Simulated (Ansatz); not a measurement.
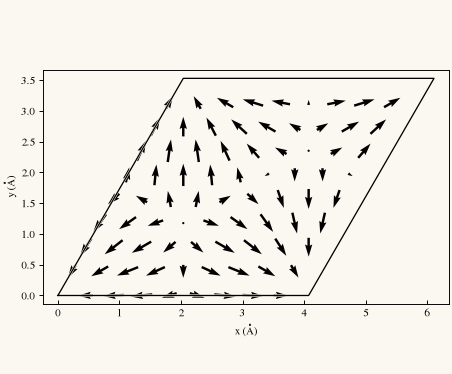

Ge (Fd-3m, No. 227; 6 atoms in the cell). 
- Gamma surface: rigid slide across a plane, one fault a cell; the plane is (1 1 1) of the conventional cell.
- Places are given modulo a cell vector. The map is drawn in real space over the plane of the slide.
- Nothing is relaxed (rigid halves, spacing across the cut fixed).
- Grid: 9 × 9 points; 19 points were computed and 62 follow by symmetry.
- The calculation used Ansatz 0.2.0, DFT PBE, scalar-relativistic, plane waves, PAW. Settings: cutoff 420 eV, k-mesh 12×12×5 in the order of the run's cell vectors, gaussian smearing 0.15 eV, no spin polarisation.

In the figure: arrows along the force (downhill), their lengths compressed, the outline of one cell of the plane.

> The arrows alone are given. Where is the energy lowest?

The arrows converge at (0/9, 0/9) of the cell vectors (read from the interpolated surface).

The energy map of the same scan:

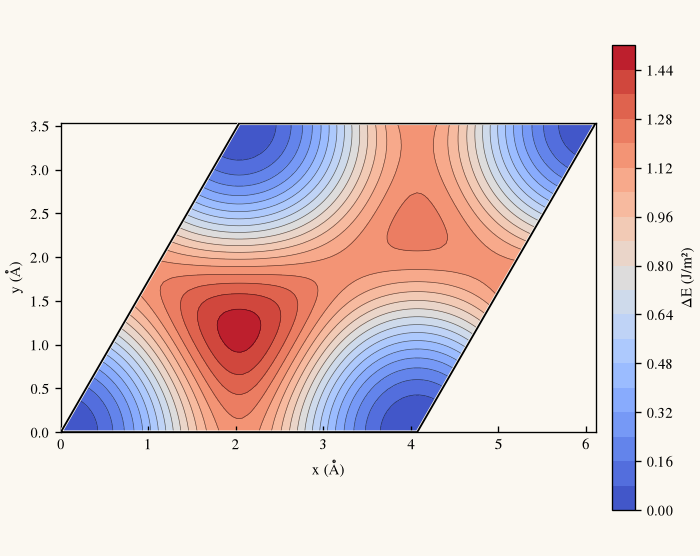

Energies are in J/m², from the lowest grid point; between grid points the surface is interpolated.
